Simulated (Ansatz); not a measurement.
Input

```
crystal:
  lattice:
    - [2.7361990524, 1.5797452595, 5.0740998719]
    - [-2.7361990524, 1.5797452595, 5.0740998719]
    - [0.0, -3.1594905189, 5.0740998719]
  atoms:
    - { symbol: Zr, position: [0.4231596291, 0.0768403709, 0.75] }
    - { symbol: Zr, position: [0.0768403709, 0.75, 0.4231596291] }
    - { symbol: Zr, position: [0.75, 0.4231596291, 0.0768403709] }
    - { symbol: Zr, position: [0.25, 0.5768403709, 0.9231596291] }
    - { symbol: Zr, position: [0.9231596291, 0.25, 0.5768403709] }
    - { symbol: Zr, position: [0.5768403709, 0.9231596291, 0.25] }
    - { symbol: "N", position: [0.3383224567, 0.3383224567, 0.3383224567] }
    - { symbol: "N", position: [0.1616775433, 0.1616775433, 0.1616775433] }
    - { symbol: "N", position: [0.8383224567, 0.8383224567, 0.8383224567] }
    - { symbol: "N", position: [0.6616775433, 0.6616775433, 0.6616775433] }
basis:
  ecutwfc: 500
kpoints:
  mp_grid: { grid: [12, 12, 12] }
hamiltonian:
  xc: r2scan
scf:
  occupations: { method: gaussian, width: 0.1 }
output:
  forces: true
  stress: true
  eigenvalues: true
  write_density: true
  write_potential: true
  elf: true
  volumetric_format: npy
relax:
  adjacent_minimum: "off"
  f_tol: 0.01
  max_steps: 30
  cell: { stress_tol: 0.1, fix: [volume] }
```

Launched as:

```sh
ansatz run input.yaml --threads 2 --pin off --max-ram 5120MiB --backend cpu --events-out ev --progress --plain --runs-dir out
```

Below, planes, directions and counts refer to the conventional cell (a = 5.47 Å, b = 5.47 Å, c = 15.22 Å, α = 90.00°, β = 90.00°, γ = 120.00°).

Space group R-3c; a structure from a database of computed crystals, not necessarily the ambient phase; changed on purpose from its base cell (volume × 0.91, shape and atoms relaxed); computed pressure about 23 GPa in this cell.

Theory: Ansatz, DFT r2SCAN, scalar-relativistic, plane waves, PAW.

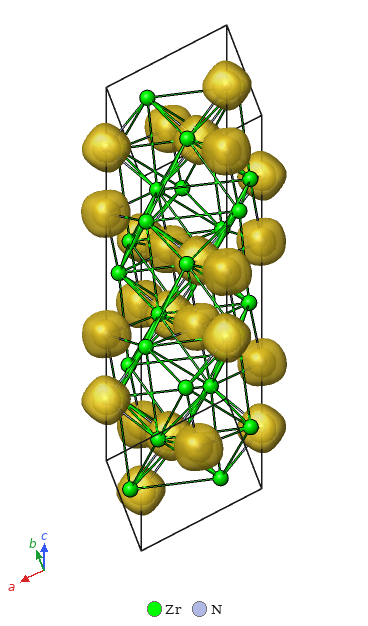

Zr₃N₂. Isosurface of the ELF at 0.75 (yellow), seen at an oblique angle. Only the valence region is drawn (cores and ρ < 0.01 e/Å³ removed). Sticks mark near contacts.

In a PAW calculation such maps are meaningful between the atoms, not at the nuclei.

Where are the electrons localised?

Answer. At this value the surface marks out twelve regions wrapped around N (the valence shell of each), counted in one cell of 30 atoms. Regions shared between cells count once. Profiles from the grid: Zr–N (2.19 Å): the ELF peaks at about 0.80 in the valence shell of N, 0.6 Å from its nucleus, and drops to about 0.20 between the two atoms; no localised pair shows between them. Zr–Zr (3.11 Å): the ELF is about 0.10 at the midpoint (no shared electron pair shows on this line).

Metal or insulator at this level of theory?

Answer. It is gapless in this calculation (a metal or semimetal).
